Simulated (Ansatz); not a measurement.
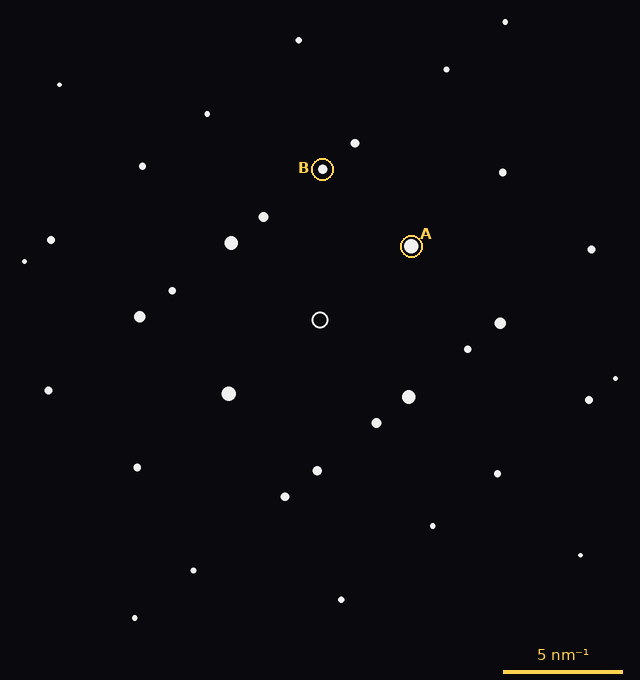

Kinematic zone-axis pattern, calculated for 200 keV electrons with B = 0.5 Å². Two individuals of a reflection twin are superposed (a geometric construction: whether this twin forms is not tested; the second individual is smaller and so fainter). Crystal: Rh, space group P6_3/mmc (No. 194), a = 2.63 Å, c = 4.35 Å (hexagonal axes), zone axis [211]. Structure: the geometry relaxed at fixed volume with DFT HSE06, scalar-relativistic, plane waves, PAW in Ansatz; the starting structure was generated, so it need not be a known form of this composition.

| atom | site | symmetry | x | y | z |
| --- | --- | --- | --- | --- | --- |
| Rh | 2d | -6m2 | 0.3333 | 0.6667 | 0.7500 |

In the first individual spot A is -1 1 1 and spot B is -1 0 2.

Question: Find the twin plane.

Answer: (1-1-1). The spot positions of the combined pattern are mirror-symmetric about the row through 1 -1 -1 (d = 2.019 Å), which both individuals share, while a single individual has only symmetry 2mm without that mirror line. Friedel's law adds a mirror line at right angles, along which no low-index reflection lies.

Question: Which other reflections coincide?

Answer: Within the frame only the reflections of the common row coincide.
